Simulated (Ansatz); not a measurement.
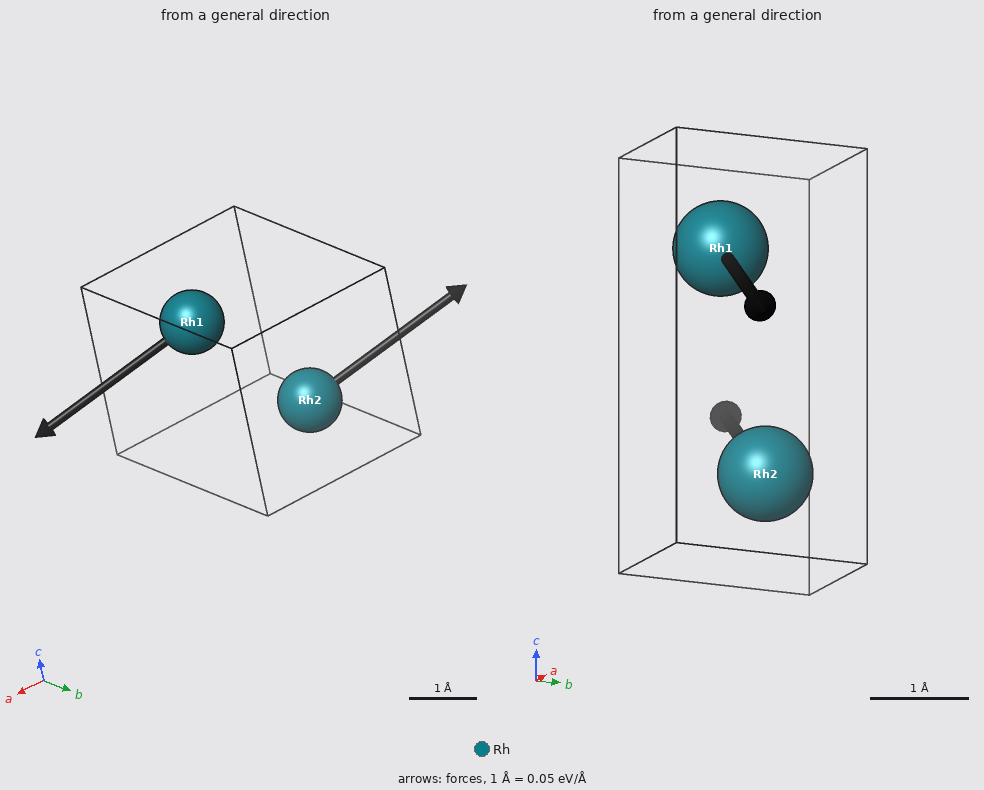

View from two general directions, drawn as a spheres-only model. The frame is the simulation cell; atoms at its boundary are shown with their periodic copies. The arrows are the computed forces on the atoms.

System: Rh. Method used: Ansatz, DFT LDA, scalar-relativistic, plane waves, PAW. It ran with E_cut = 420 eV, a 12×12×8 mesh of k-points, Gaussian smearing of 0.15 eV, no spin polarisation.

### Judging by the arrows, is the geometry relaxed?

No. The atoms still feel forces of up to about 0.13 eV/Å, above a usual threshold of 0.01 to 0.03 eV/Å.

### Which atom is pushed hardest?

Rh1 and Rh2, about 0.13 eV/Å.

The model was built from a structure listed in the Materials Project. The cell was then strained or its atoms displaced on purpose. A calculation with Ansatz used it as input.
